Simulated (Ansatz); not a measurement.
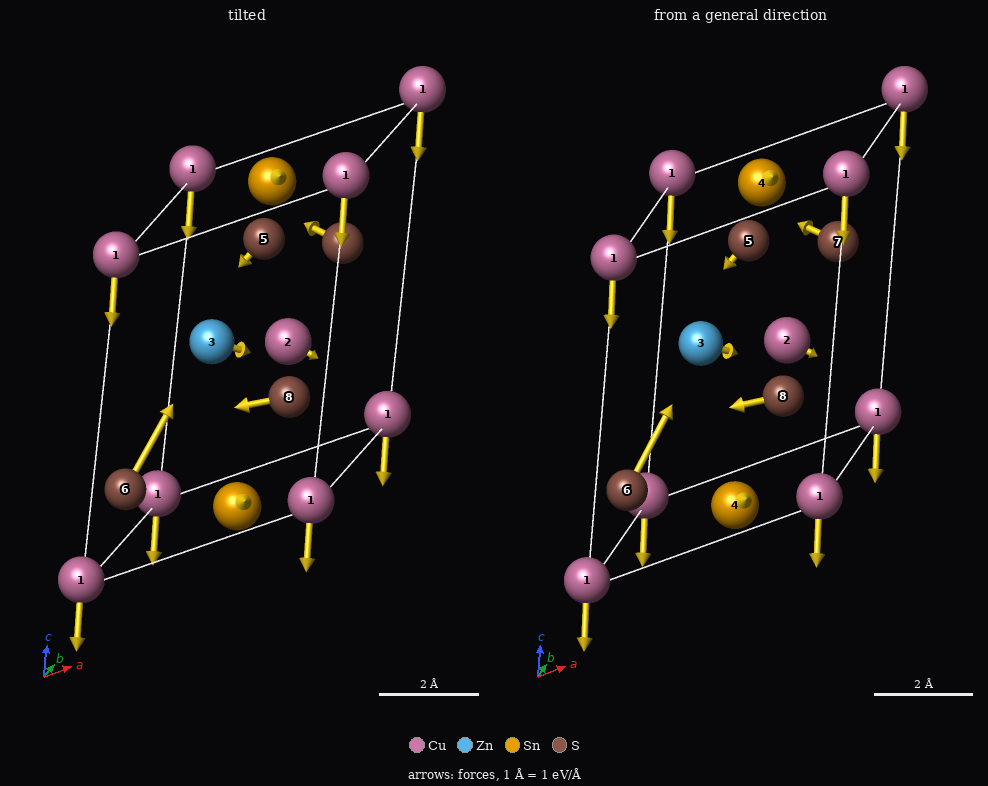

The image is a spheres-only drawing of a crystal, viewed slightly off an axis and from a general direction. The parallelepiped is the simulation cell. The arrows are the computed forces on the atoms.

System: ZnCu2SnS4. Electronic-structure method: DFT, PAW plane waves, PBE with on-site terms in Ansatz 0.2.0. Parameters: cutoff 420 eV, Brillouin-zone sampling on a 4×4×3 mesh, Fermi-Dirac smearing of 0.05 eV, 32 % on-site exact exchange on Cu d, collinear spins.

### Are the atoms in equilibrium?

No. The atoms still feel forces of up to about 1.6 eV/Å, far above a usual threshold of 0.01 to 0.03 eV/Å.

### Which atom has the biggest force on it?

S6, about 1.6 eV/Å.

The picture shows a known structure type with the cell strained and the atoms shaken on purpose; the geometry isn't optimised. A calculation with Ansatz used it as input.
